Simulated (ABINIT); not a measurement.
## Geometry relaxation, with input and output: SiC (part 2 of 2)

SiC (2 atoms in the cell); Kohn-Sham DFT of a periodic cell, PBEsol, PseudoDojo NC SR PBEsol v0.4.1 standard, no spin polarisation (ABINIT 10.8.3); cutoff 1115.67 eV, 8×8×8 k-mesh, fermi-dirac of 0.05 eV. The structure derives from an entry of the Crystallography Open Database.

Geometry of the input (Å; fractional positions):
```
0.0000  2.1790  2.1790
2.1790  0.0000  2.1790
2.1790  2.1790  0.0000
Si 0.0000  0.0000  0.0000
C  0.7500  0.7500  0.7500
```

What the program printed, continued
```
     iter   Etot(hartree)      deltaE(h)  residm     vres2
 ETOT  1  -10.256053174707    -1.026E+01 8.618E-06 6.048E-04
 ETOT  2  -10.256053215492    -4.078E-08 3.016E-06 2.315E-04
 ETOT  3  -10.256053246461    -3.097E-08 2.650E-06 9.989E-07
 ETOT  4  -10.256053246542    -8.048E-11 1.110E-06 3.148E-09
 ETOT  5  -10.256053246542    -2.469E-13 9.648E-07 1.711E-11
 ETOT  6  -10.256053246542     1.386E-13 4.007E-07 8.875E-14

 At SCF step    6       vres2   =  8.87E-14 < tolvrs=  1.00E-12 =>converged.

 Cartesian components of stress tensor (hartree/bohr^3)
  sigma(1 1)=  7.08006581E-07  sigma(3 2)=  0.00000000E+00
  sigma(2 2)=  7.08006581E-07  sigma(3 1)=  0.00000000E+00
  sigma(3 3)=  7.08006581E-07  sigma(2 1)=  0.00000000E+00

--- !ResultsGS
iteration_state: {dtset: 1, itime: 2, icycle: 1, }
comment   : Summary of ground state results
lattice_vectors:
- [  0.0000000,   4.1174469,   4.1174469, ]
- [  4.1174469,   0.0000000,   4.1174469, ]
- [  4.1174469,   4.1174469,   0.0000000, ]
lattice_lengths: [   5.82295,    5.82295,    5.82295, ]
lattice_angles: [ 60.000,  60.000,  60.000, ] # degrees, (23, 13, 12)
lattice_volume:   1.3960920E+02
convergence: {deltae:  1.386E-13, res2:  8.875E-14, residm:  4.007E-07, diffor: null, }
etotal    :  -1.02560532E+01
entropy   :   0.00000000E+00
fermie    :   2.82499838E-01
cartesian_stress_tensor: # hartree/bohr^3
- [  7.08006581E-07,   0.00000000E+00,   0.00000000E+00, ]
- [  0.00000000E+00,   7.08006581E-07,   0.00000000E+00, ]
- [  0.00000000E+00,   0.00000000E+00,   7.08006581E-07, ]
pressure_GPa:  -2.0830E-02
xred      :
- [  0.0000E+00,   0.0000E+00,   0.0000E+00, Si]
- [  7.5000E-01,   7.5000E-01,   7.5000E-01,  C]
cartesian_forces: # hartree/bohr
- [ -0.00000000E+00,  -0.00000000E+00,  -0.00000000E+00, ]
- [ -0.00000000E+00,  -0.00000000E+00,  -0.00000000E+00, ]
force_length_stats: {min:   0.00000000E+00, max:   0.00000000E+00, mean:   0.00000000E+00, }
...

 Integrated electronic density in atomic spheres:
 ------------------------------------------------
 Atom  Sphere_radius  Integrated_density
    1        2.00000          1.94744867
    2        2.00000          4.23365252

---OUTPUT-----------------------------------------------------------------------

 Cartesian coordinates (xcart) [bohr]
  0.00000000000000E+00  0.00000000000000E+00  0.00000000000000E+00
  6.17617040415923E+00  6.17617040415923E+00  6.17617040415923E+00
 Reduced coordinates (xred)
  0.00000000000000E+00  0.00000000000000E+00  0.00000000000000E+00
  7.50000000000000E-01  7.50000000000000E-01  7.50000000000000E-01
 Cartesian forces (fcart) [Ha/bohr]; max,rms= 0.00000E+00 0.00000E+00 (free atoms)
 -0.00000000000000E+00 -0.00000000000000E+00 -0.00000000000000E+00
 -0.00000000000000E+00 -0.00000000000000E+00 -0.00000000000000E+00
 Gradient of E wrt nuclear positions in reduced coordinates (gred)
  0.00000000000000E+00  0.00000000000000E+00  0.00000000000000E+00
  0.00000000000000E+00  0.00000000000000E+00  0.00000000000000E+00
 Scale of Primitive Cell (acell) [bohr]
  5.82294929939287E+00  5.82294929939287E+00  5.82294929939287E+00
 Real space primitive translations (rprimd) [bohr]
  0.00000000000000E+00  4.11744693610615E+00  4.11744693610615E+00
  4.11744693610615E+00  0.00000000000000E+00  4.11744693610615E+00
  4.11744693610615E+00  4.11744693610615E+00  0.00000000000000E+00
 Unitary Cell Volume (ucvol) [Bohr^3]=  1.39609196728463E+02
 Angles (23,13,12)= [degrees]
  6.00000000000000E+01  6.00000000000000E+01  6.00000000000000E+01
 Lengths [Bohr]
  5.82294929939287E+00  5.82294929939287E+00  5.82294929939287E+00
 Stress tensor in cartesian coordinates (strten) [Ha/bohr^3]
  7.08006581239332E-07  0.00000000000000E+00  0.00000000000000E+00
  0.00000000000000E+00  7.08006581238464E-07  0.00000000000000E+00
  0.00000000000000E+00  0.00000000000000E+00  7.08006581239332E-07
 Total energy (etotal) [Ha]= -1.02560532465419E+01

 Difference of energy with previous step (new-old):
           Absolute (Ha)=-3.87353E-08
           Relative     =-3.77682E-09

--- Iteration: ( 3/50) Internal Cycle: (1/1)
--------------------------------------------------------------------------------

---SELF-CONSISTENT-FIELD CONVERGENCE--------------------------------------------

--- !BeginCycle
iteration_state: {dtset: 1, itime: 3, icycle: 1, }
solver: {iscf: 7, nstep: 80, nline: 4, wfoptalg: 0, }
tolerances: {tolvrs: 1.00E-12, }
...

     iter   Etot(hartree)      deltaE(h)  residm     vres2
 ETOT  1  -10.256053234035    -1.026E+01 1.522E-07 1.446E-04
 ETOT  2  -10.256053243785    -9.750E-09 5.125E-08 5.533E-05
 ETOT  3  -10.256053251187    -7.402E-09 4.525E-08 2.387E-07
 ETOT  4  -10.256053251206    -1.924E-11 2.025E-08 7.531E-10
 ETOT  5  -10.256053251206    -9.415E-14 1.670E-08 4.122E-12
 ETOT  6  -10.256053251206     0.000E+00 7.381E-09 2.132E-14

 At SCF step    6       vres2   =  2.13E-14 < tolvrs=  1.00E-12 =>converged.

 Cartesian components of stress tensor (hartree/bohr^3)
  sigma(1 1)=  4.35575348E-10  sigma(3 2)=  0.00000000E+00
  sigma(2 2)=  4.35575350E-10  sigma(3 1)=  0.00000000E+00
  sigma(3 3)=  4.35575348E-10  sigma(2 1)=  0.00000000E+00

--- !ResultsGS
iteration_state: {dtset: 1, itime: 3, icycle: 1, }
comment   : Summary of ground state results
lattice_vectors:
- [  0.0000000,   4.1173167,   4.1173167, ]
- [  4.1173167,   0.0000000,   4.1173167, ]
- [  4.1173167,   4.1173167,   0.0000000, ]
lattice_lengths: [   5.82277,    5.82277,    5.82277, ]
lattice_angles: [ 60.000,  60.000,  60.000, ] # degrees, (23, 13, 12)
lattice_volume:   1.3959595E+02
convergence: {deltae:  0.000E+00, res2:  2.132E-14, residm:  7.381E-09, diffor: null, }
etotal    :  -1.02560533E+01
entropy   :   0.00000000E+00
fermie    :   2.82533943E-01
cartesian_stress_tensor: # hartree/bohr^3
- [  4.35575348E-10,   0.00000000E+00,   0.00000000E+00, ]
- [  0.00000000E+00,   4.35575350E-10,   0.00000000E+00, ]
- [  0.00000000E+00,   0.00000000E+00,   4.35575348E-10, ]
pressure_GPa:  -1.2815E-05
xred      :
- [  0.0000E+00,   0.0000E+00,   0.0000E+00, Si]
- [  7.5000E-01,   7.5000E-01,   7.5000E-01,  C]
cartesian_forces: # hartree/bohr
- [ -0.00000000E+00,  -0.00000000E+00,  -0.00000000E+00, ]
- [ -0.00000000E+00,  -0.00000000E+00,  -0.00000000E+00, ]
force_length_stats: {min:   0.00000000E+00, max:   0.00000000E+00, mean:   0.00000000E+00, }
...

 Integrated electronic density in atomic spheres:
 ------------------------------------------------
 Atom  Sphere_radius  Integrated_density
    1        2.00000          1.94738193
    2        2.00000          4.23362417

---OUTPUT-----------------------------------------------------------------------

 Cartesian coordinates (xcart) [bohr]
  0.00000000000000E+00  0.00000000000000E+00  0.00000000000000E+00
  6.17597510711873E+00  6.17597510711873E+00  6.17597510711873E+00
 Reduced coordinates (xred)
  0.00000000000000E+00  0.00000000000000E+00  0.00000000000000E+00
  7.50000000000000E-01  7.50000000000000E-01  7.50000000000000E-01
 Cartesian forces (fcart) [Ha/bohr]; max,rms= 0.00000E+00 0.00000E+00 (free atoms)
 -0.00000000000000E+00 -0.00000000000000E+00 -0.00000000000000E+00
 -0.00000000000000E+00 -0.00000000000000E+00 -0.00000000000000E+00
 Gradient of E wrt nuclear positions in reduced coordinates (gred)
  0.00000000000000E+00  0.00000000000000E+00  0.00000000000000E+00
  0.00000000000000E+00  0.00000000000000E+00  0.00000000000000E+00
 Scale of Primitive Cell (acell) [bohr]
  5.82276517157729E+00  5.82276517157729E+00  5.82276517157729E+00
 Real space primitive translations (rprimd) [bohr]
  0.00000000000000E+00  4.11731673807915E+00  4.11731673807915E+00
  4.11731673807915E+00  0.00000000000000E+00  4.11731673807915E+00
  4.11731673807915E+00  4.11731673807915E+00  0.00000000000000E+00
 Unitary Cell Volume (ucvol) [Bohr^3]=  1.39595953375859E+02
 Angles (23,13,12)= [degrees]
  6.00000000000000E+01  6.00000000000000E+01  6.00000000000000E+01
 Lengths [Bohr]
  5.82276517157729E+00  5.82276517157729E+00  5.82276517157729E+00
 Stress tensor in cartesian coordinates (strten) [Ha/bohr^3]
  4.35575348359252E-10  0.00000000000000E+00  0.00000000000000E+00
  0.00000000000000E+00  4.35575350093975E-10  0.00000000000000E+00
  0.00000000000000E+00  0.00000000000000E+00  4.35575348359252E-10
 Total energy (etotal) [Ha]= -1.02560532512064E+01

 Difference of energy with previous step (new-old):
           Absolute (Ha)=-4.66443E-09
           Relative     =-4.54798E-10

 At Broyd/MD step   3, gradients are converged :
  max grad (force/stress) = 4.3558E-08 < tolmxf= 2.0000E-05 ha/bohr (free atoms)

================================================================================

 ----iterations are completed or convergence reached----

 Mean square residual over all n,k,spin=   33.206E-12; max=  73.814E-10
 reduced coordinates (array xred) for    2 atoms
       0.000000000000      0.000000000000      0.000000000000
       0.750000000000      0.750000000000      0.750000000000
 rms dE/dt=  0.0000E+00; max dE/dt=  0.0000E+00; dE/dt below (all hartree)
    1       0.000000000000      0.000000000000      0.000000000000
    2       0.000000000000      0.000000000000      0.000000000000

 cartesian coordinates (angstrom) at end:
    1      0.00000000000000     0.00000000000000     0.00000000000000
    2      3.26818527957427     3.26818527957427     3.26818527957427

 cartesian forces (hartree/bohr) at end:
    1     -0.00000000000000    -0.00000000000000    -0.00000000000000
    2     -0.00000000000000    -0.00000000000000    -0.00000000000000
 frms,max,avg= 0.0000000E+00 0.0000000E+00   0.000E+00  0.000E+00  0.000E+00 h/b

 cartesian forces (eV/Angstrom) at end:
    1     -0.00000000000000    -0.00000000000000    -0.00000000000000
    2     -0.00000000000000    -0.00000000000000    -0.00000000000000
 frms,max,avg= 0.0000000E+00 0.0000000E+00   0.000E+00  0.000E+00  0.000E+00 e/A
 length scales=  5.822765171577  5.822765171577  5.822765171577 bohr
              =  3.081274631148  3.081274631148  3.081274631148 angstroms
 Fermi (or HOMO) energy (hartree) =   0.28253   Average Vxc (hartree)=  -0.42016
 Eigenvalues (hartree) for nkpt=  29  k points:
 kpt#   1, nband=  8, wtk=  0.00195, kpt=  0.0000  0.0000  0.0000 (reduced coord)
  -0.30775    0.25955    0.25955    0.25955    0.48657    0.52553    0.52553    0.52553
      occupation numbers for kpt#   1
   2.00000    1.99999    1.99999    1.99999    0.00000    0.00000    0.00000    0.00000
 prteigrs : prtvol=0 or 1, do not print more k-points.

--- !EnergyTerms
iteration_state     : {dtset: 1, itime: 3, icycle: 1, }
comment             : Components of total free energy in Hartree
kinetic             :  5.86995370910246E+00
hartree             :  1.14618908526223E+00
xc                  : -3.75360424521555E+00
Ewald energy        : -1.04666186972148E+01
psp_core            :  6.99950319232398E-01
local_psp           : -4.05124946489518E+00
non_local_psp       :  2.99326045289988E-01
internal            : -1.02560532484384E+01
'-kT*entropy'       : -2.76791560997467E-09
total_energy        : -1.02560532512064E+01
total_energy_eV     : -2.79081426377925E+02
band_energy         :  3.36098636226997E-01
...

 Cartesian components of stress tensor (hartree/bohr^3)
  sigma(1 1)=  4.35575348E-10  sigma(3 2)=  0.00000000E+00
  sigma(2 2)=  4.35575350E-10  sigma(3 1)=  0.00000000E+00
  sigma(3 3)=  4.35575348E-10  sigma(2 1)=  0.00000000E+00

-Cartesian components of stress tensor (GPa)         [Pressure= -1.2815E-05 GPa]
- sigma(1 1)=  1.28150692E-05  sigma(3 2)=  0.00000000E+00
- sigma(2 2)=  1.28150692E-05  sigma(3 1)=  0.00000000E+00
- sigma(3 3)=  1.28150692E-05  sigma(2 1)=  0.00000000E+00

== END DATASET(S) ==============================================================
================================================================================

 -outvars: echo values of variables after computation  --------
            acell      5.8227651716E+00  5.8227651716E+00  5.8227651716E+00 Bohr
           etotal     -1.0256053251E+01
            fcart     -0.0000000000E+00 -0.0000000000E+00 -0.0000000000E+00
                      -0.0000000000E+00 -0.0000000000E+00 -0.0000000000E+00
            rprim      0.0000000000E+00  7.0710678119E-01  7.0710678119E-01
                       7.0710678119E-01  0.0000000000E+00  7.0710678119E-01
                       7.0710678119E-01  7.0710678119E-01  0.0000000000E+00
           strten      4.3557534836E-10  4.3557535009E-10  4.3557534836E-10
                       0.0000000000E+00  0.0000000000E+00  0.0000000000E+00
           xangst      0.0000000000E+00  0.0000000000E+00  0.0000000000E+00
                       3.2681852796E+00  3.2681852796E+00  3.2681852796E+00
             xred      0.0000000000E+00  0.0000000000E+00  0.0000000000E+00
                       7.5000000000E-01  7.5000000000E-01  7.5000000000E-01
 Calculation completed.
```

Trajectory as extended XYZ (Å, eV, eV/Å), 3 frames, from step=0 to step=2
```
2
Lattice="0.0000 2.1790 2.1790 2.1790 0.0000 2.1790 2.1790 2.1790 0.0000" Properties=species:S:1:pos:R:3:forces:R:3 step=0 energy=-279.08143
Si    0.0000    0.0000    0.0000    0.0000   0.0000   0.0000
C     3.2685    3.2685    3.2685    0.0000   0.0000   0.0000
2
Lattice="0.0000 2.1789 2.1789 2.1789 0.0000 2.1789 2.1789 2.1789 0.0000" Properties=species:S:1:pos:R:3:forces:R:3 step=1 energy=-279.08143
Si    0.0000    0.0000    0.0000    0.0000   0.0000   0.0000
C     3.2683    3.2683    3.2683    0.0000   0.0000   0.0000
2
Lattice="0.0000 2.1788 2.1788 2.1788 0.0000 2.1788 2.1788 2.1788 0.0000" Properties=species:S:1:pos:R:3:forces:R:3 step=2 energy=-279.08143
Si    0.0000    0.0000    0.0000    0.0000   0.0000   0.0000
C     3.2682    3.2682    3.2682    0.0000   0.0000   0.0000
```

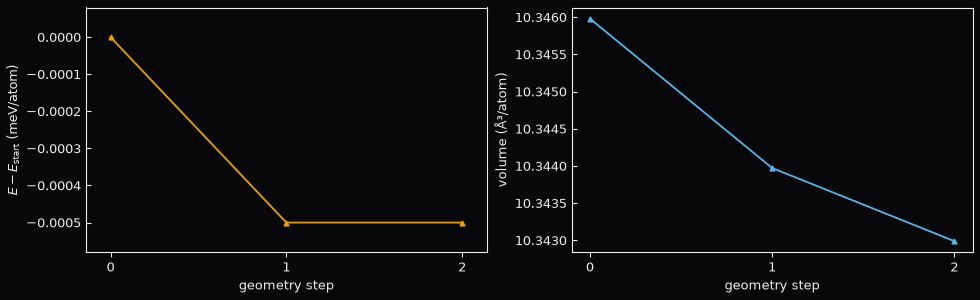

**Figure 1.** Progress of the relaxation, step by step (steps are counted from 0). No atom moves by more than 0.005 Å. The lattice vectors keep their values. The space group stays F-43m (No. 216). The energy falls by next to nothing (0.0 meV per atom) in 2 geometry steps. All forces vanish by symmetry, so only the cell relaxes.
